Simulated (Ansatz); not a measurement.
Structure (in its standard cell), the end point of a relaxation with Ansatz, DFT, PBEsol, plane waves (420 eV) with PAW, scalar-relativistic; the starting structure was generated, so it need not be a known form of this composition:

```
CELL_PARAMETERS angstrom
4.64159 0.00000 0.00000
-2.32080 4.01974 0.00000
0.00000 0.00000 2.58334
ATOMIC_POSITIONS crystal
W 0.00000 0.00000 0.00000
W 0.33333 0.66667 0.50000
W 0.66667 0.33333 0.50000
```

### What does the kinematic electron diffraction pattern along [310] look like at 80 kV (B = 1 Å²)?

The spots form a rectangular net whose two shortest vectors correspond to d = 2.58 Å and 1.52 Å, 90.0° apart. They are 0 0 1 and 1 -3 0 (itself too weak to see). The pattern has symmetry 2mm. Reflections such as 1 -3 0, 1 -3 -2, 1 -3 2 are allowed but too weak to see at this display level.

Strongest reflections with d > 0.80 Å, one of each family (|F|² from tabulated Gaussian fits of the electron scattering factors, times a small damping for the curvature of the Ewald sphere):

| hkl | d (Å) | I (strongest = 100) |
| --- | --- | --- |
| 0 0 2 | 1.292 | 100 |
| 0 0 1 | 2.583 | 47 |
| 1 -3 1 | 1.310 | 46 |
| 0 0 3 | 0.861 | 3 |

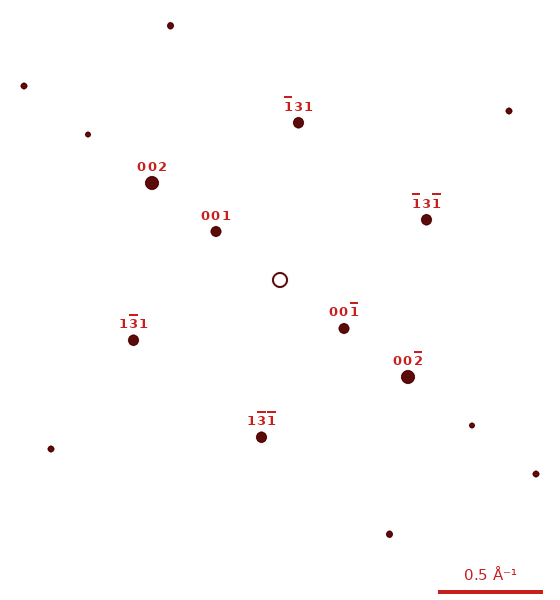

Calculated pattern, seen from the source side with [310] pointing towards the source.
